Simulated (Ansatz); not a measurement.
**Single-point calculation of Zn86Mg10O96 (part 3 of 3)**

Continued. System: Zn86Mg10O96 (P1, 192 atoms in the cell). Method: DFT, HSE06, PAW, plane waves (Ansatz 0.2.0); cutoff 420 eV, 1×1×1 k-mesh, Fermi–Dirac smearing of 0.01 eV. The structure was built on a prototype by a generator; it need not be a known phase.

## Output, continued
```
  atom 144  O      0.00040478    -0.00045449     0.00586609
  atom 145  O     -0.00175869     0.00401103     0.01519983
  atom 146  O      0.00220870    -0.14520892     0.05268752
  atom 147  O      0.00050397    -0.00542662     0.01382628
  atom 148  O      0.00361879    -0.00558418     0.00932956
  atom 149  O     -0.00111615     0.00218399     0.00834969
  atom 150  O      0.00001102     0.00054059     0.01059618
  atom 151  O      0.13433655     0.07800918     0.06154715
  atom 152  O     -0.00593270    -0.00376046     0.01183610
  atom 153  O      0.00062201    -0.00687228    -0.13291250
  atom 154  O      0.00123930    -0.00424471     0.00712531
  atom 155  O     -0.00067066    -0.00336325     0.01216072
  atom 156  O     -0.00074368    -0.00344078     0.01014120
  atom 157  O      0.00683039    -0.15153461     0.05764274
  atom 158  O      0.00234922     0.00314073     0.01213763
  atom 159  O     -0.00116007     0.13593113     0.09892333
  atom 160  O      0.00007699    -0.00506417     0.01325145
  atom 161  O     -0.00435308    -0.14875994     0.05459447
  atom 162  O      0.00411284    -0.00009212     0.01247110
  atom 163  O      0.00532551    -0.00553008     0.01223321
  atom 164  O      0.00375107    -0.00238867     0.01034154
  atom 165  O     -0.00263811     0.00248076     0.01444438
  atom 166  O     -0.00033406     0.00794738     0.00860110
  atom 167  O     -0.00491552     0.00093193     0.01538872
  atom 168  O     -0.00596670     0.14489147     0.09911375
  atom 169  O     -0.00326591    -0.00214602    -0.13730104
  atom 170  O     -0.00397697    -0.13926856     0.03916518
  atom 171  O     -0.13527009     0.07406104     0.06026476
  atom 172  O      0.00114483    -0.00806258     0.01222137
  atom 173  O     -0.00016626    -0.14834811     0.05184031
  atom 174  O     -0.00656451    -0.00152050     0.01456548
  atom 175  O      0.11657373     0.07404294    -0.07354227
  atom 176  O     -0.00118081    -0.00276121     0.00823739
  atom 177  O      0.00280422    -0.00026542     0.01088774
  atom 178  O     -0.00004666     0.00021746     0.01037979
  atom 179  O      0.00250267     0.00224961     0.01503053
  atom 180  O     -0.13606806     0.08290033     0.06051412
  atom 181  O      0.00138501    -0.00550690     0.01061554
  atom 182  O      0.00096084    -0.00308386     0.01134154
  atom 183  O     -0.12636380     0.07359007     0.05827545
  atom 184  O     -0.00104840    -0.00126770     0.01058650
  atom 185  O      0.11062866    -0.05871660     0.09770515
  atom 186  O     -0.00033624     0.00372841     0.01380439
  atom 187  O      0.12606357     0.08600396     0.05673943
  atom 188  O     -0.00067851     0.00203373     0.01617401
  atom 189  O     -0.12509209     0.09069361     0.05922440
  atom 190  O     -0.00028432     0.00616579     0.01022691
  atom 191  O     -0.11409501    -0.06124727     0.09984884
  atom 192  O      0.14019855     0.08334263     0.06295764
  max |Σ_I F_I| component: 1.66e-3 eV/Å
--- Band table (eV) ---
  k-point 0: bands = ["-71.2981", "-71.2942", "-71.2872", "-71.2867", "-71.2860", "-71.2835", "-71.2785", "-71.2781", "-71.2774", "-71.2735", ... 836 levels left out ..., "5.5233", "5.6006", "5.6199", "5.6548", "5.6953", "5.7963", "5.8674", "5.8726", "8.6392", "10.0025", "10.0326", "10.6823", "10.7033", "11.3024", "11.3595", "11.4107", "11.4204", "11.4597", "11.4842", "12.0699", "12.1027", "12.1110", "12.1629", "12.2215", "12.2279", "12.4937", "12.5092", "12.5315", "12.5632",
      "12.8406", "12.8611", "12.8666", "12.8776", "12.9048", "12.9146", "12.9339", "12.9604", "13.1758", "13.1899", "13.1939", "13.2337", "13.3478", "13.3615", "13.3815", "13.4297", "13.5009", "13.5637", "13.5952", "13.7036", "13.7269", "13.7318", "13.7405", "13.7614", "13.7688", "13.7941", "13.8258", "13.8398", "13.8710", "13.8943", "13.9116", "13.9464", "13.9825", "14.0055", "14.0378", "14.0483", "14.0571", "14.0927", "14.1064", "14.1271",
      "14.1569", "14.2168", "14.3865", "14.4020", "14.4083", "14.4611", "14.5287", "14.5797", "14.6741", "15.0195", "15.0379", "15.0516", "15.0767", "15.0905", "15.1057", "15.1208", "15.1271", "15.1453", "15.1477", "15.2662", "15.2923", "15.3196", "15.3287", "15.3410", "15.3468", "15.3590", "15.3866", "15.4053", "15.4139", "15.4509", "15.4575", "15.4784", "15.4935", "15.4974", "15.5121", "15.5613", "15.5867", "15.5916", "15.6583", "15.6830",
      "15.7247", "15.7334", "15.8938", "15.9285", "16.0179", "16.0256", "16.0400", "16.0401", "16.1185", "16.1352", "16.1831", "16.1928", "16.3045", "16.4200", "16.4576", "16.5627", "16.5707", "16.5735", "16.5832", "16.6002", "16.6052", "16.6280", "16.6357", "16.6814", "16.6873", "16.7429", "16.7539", "16.7641", "16.7763", "16.7862", "16.7949", "16.8057", "16.8085", "16.8346", "16.8462", "16.8611", "16.8723", "16.8956", "16.9063", "16.9110",
      "16.9170", "16.9357", "16.9519", "16.9608", "16.9702", "16.9825", "16.9857", "16.9976", "17.0174", "17.0266", "17.0380", "17.0456", "17.0560", "17.0901", "17.1005", "17.1514", "17.2127", "17.2284", "17.2532", "17.2680", "17.2947", "17.3405", "17.3566", "17.4099", "17.4232", "17.4334", "17.4500", "17.4579", "17.4648", "17.4718", "17.4914", "17.5747", "17.6408", "17.6590", "17.7167", "17.7360", "17.8311", "17.8488", "17.8661", "17.8861",
      "17.9272", "17.9552", "18.0141", "18.0163", "18.0871", "18.0954", "18.1402", "18.1802", "18.2096", "18.2399", "18.2881"]
--- Löwdin populations: 192 sites ---
  site symbol       q [e]
     0     Zn     10.5281
     1     Zn     10.5269
     2     Zn     10.5280
     3     Zn     10.5250
     4     Zn     10.5253
     5     Zn     10.5256
     6     Zn     10.5280
     7     Zn     10.5264
     8     Zn     10.5248
     9     Zn     10.5263
    10     Zn     10.5250
    11     Zn     10.5286
    12     Zn     10.5268
    13     Zn     10.5287
    14     Zn     10.5276
    15     Zn     10.5299
    16     Zn     10.5266
    17     Zn     10.5280
    18     Zn     10.5249
    19     Zn     10.5249
    20     Zn     10.5251
    21     Zn     10.5295
    22     Zn     10.5292
    23     Zn     10.5269
    24     Zn     10.5281
    25     Zn     10.5264
    26     Zn     10.5284
    27     Zn     10.5268
    28     Zn     10.5261
    29     Zn     10.5265
    30     Zn     10.5252
    31     Zn     10.5263
    32     Zn     10.5266
    33     Zn     10.5267
    34     Zn     10.5252
    35     Zn     10.5281
    36     Zn     10.5265
    37     Zn     10.5302
    38     Zn     10.5277
    39     Zn     10.5271
    40     Zn     10.5264
    41     Zn     10.5268
    42     Zn     10.5267
    43     Zn     10.5322
    44     Zn     10.5294
    45     Zn     10.5262
    46     Zn     10.5293
    47     Zn     10.5267
    48     Zn     10.5264
    49     Zn     10.5280
    50     Zn     10.5264
    51     Zn     10.5264
    52     Zn     10.5266
    53     Zn     10.5301
    54     Zn     10.5250
    55     Zn     10.5245
    56     Zn     10.5283
    57     Zn     10.5267
    58     Zn     10.5250
    59     Zn     10.5248
    60     Zn     10.5268
    61     Zn     10.5283
    62     Zn     10.5293
    63     Zn     10.5281
    64     Zn     10.5244
    65     Zn     10.5312
    66     Zn     10.5266
    67     Zn     10.5281
    68     Zn     10.5264
    69     Zn     10.5250
    70     Zn     10.5263
    71     Zn     10.5249
    72     Zn     10.5268
    73     Zn     10.5250
    74     Zn     10.5285
    75     Zn     10.5249
    76     Zn     10.5261
    77     Zn     10.5302
    78     Zn     10.5247
    79     Zn     10.5266
    80     Zn     10.5264
    81     Zn     10.5278
    82     Zn     10.5247
    83     Zn     10.5259
    84     Zn     10.5262
    85     Zn     10.5295
    86     Mg      8.4194
    87     Mg      8.4207
    88     Mg      8.4204
    89     Mg      8.4209
    90     Mg      8.4207
    91     Mg      8.4208
    92     Mg      8.4217
    93     Mg      8.4221
    94     Mg      8.4208
    95     Mg      8.4218
    96      O      7.3402
    97      O      7.3105
    98      O      7.3109
    99      O      7.3104
   100      O      7.3410
   101      O      7.3101
   102      O      7.3404
   103      O      7.3104
   104      O      7.3110
   105      O      7.3101
   106      O      7.3104
   107      O      7.3389
   108      O      7.3402
   109      O      7.3103
   110      O      7.3105
   111      O      7.3105
   112      O      7.3108
   113      O      7.3104
   114      O      7.3403
   115      O      7.3101
   116      O      7.3106
   117      O      7.3389
   118      O      7.3414
   119      O      7.3097
   120      O      7.3411
   121      O      7.3100
   122      O      7.3106
   123      O      7.3106
   124      O      7.3390
   125      O      7.3102
   126      O      7.3101
   127      O      7.3103
   128      O      7.3104
   129      O      7.3104
   130      O      7.3399
   131      O      7.3393
   132      O      7.3104
   133      O      7.3102
   134      O      7.3104
   135      O      7.3106
   136      O      7.3112
   137      O      7.3102
   138      O      7.3106
   139      O      7.3385
   140      O      7.3098
   141      O      7.3389
   142      O      7.3697
   143      O      7.3099
   144      O      7.3103
   145      O      7.3402
   146      O      7.3104
   147      O      7.3111
   148      O      7.3097
   149      O      7.3102
   150      O      7.3409
   151      O      7.3107
   152      O      7.3390
   153      O      7.3105
   154      O      7.3105
   155      O      7.3108
   156      O      7.3412
   157      O      7.3099
   158      O      7.3710
   159      O      7.3100
   160      O      7.3400
   161      O      7.3106
   162      O      7.3106
   163      O      7.3108
   164      O      7.3106
   165      O      7.3104
   166      O      7.3094
   167      O      7.3715
   168      O      7.3395
   169      O      7.3393
   170      O      7.3412
   171      O      7.3106
   172      O      7.3397
   173      O      7.3106
   174      O      7.3706
   175      O      7.3103
   176      O      7.3102
   177      O      7.3111
   178      O      7.3102
   179      O      7.3412
   180      O      7.3101
   181      O      7.3108
   182      O      7.3395
   183      O      7.3106
   184      O      7.3702
   185      O      7.3107
   186      O      7.3399
   187      O      7.3106
   188      O      7.3404
   189      O      7.3101
   190      O      7.3712
   191      O      7.3410
  spilling = 0.009064 (of n_electrons = 1708.000000)
```

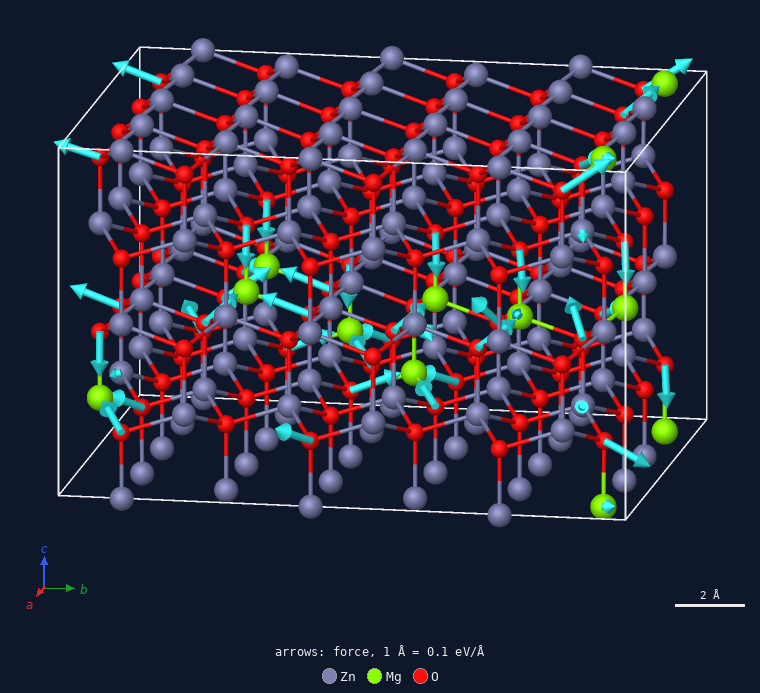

**Figure 1.** Forces on the atoms as teal arrows (ball-and-stick view of the cell of the calculation, seen slightly off an axis); the smallest are left out. The largest act on O168, O192 (0.18 eV/Å); O121, O151, O159, O171, O180, O189 (0.17 eV/Å); O97, O103, O109, O119, O157, O187 and 1 more (0.16 eV/Å); O115, O161, O173, O175, O183, O185 (0.16 eV/Å), among others. Atoms are counted from 1 in the order of the input and aren't labelled in the picture. 

## Summary

- outcome: converged
- space group (tolerance 0.01 Å): P1 (1)
- electrons treated: 1708
- free energy: −359198.3456 eV
- Fermi energy: 7.258 eV
- largest force (length of the vector): 0.176 eV/Å
- hardware: 1 × NVIDIA GB300 Max-Q, 32 threads of Arm Neoverse-V2, 180 GiB of memory available, shared host
- wall time: 3 min (CPU time 20 min)
- peak memory: 13 GiB

## Notes

The k-point mesh is coarse for a cell of this size, so the results may not be converged.
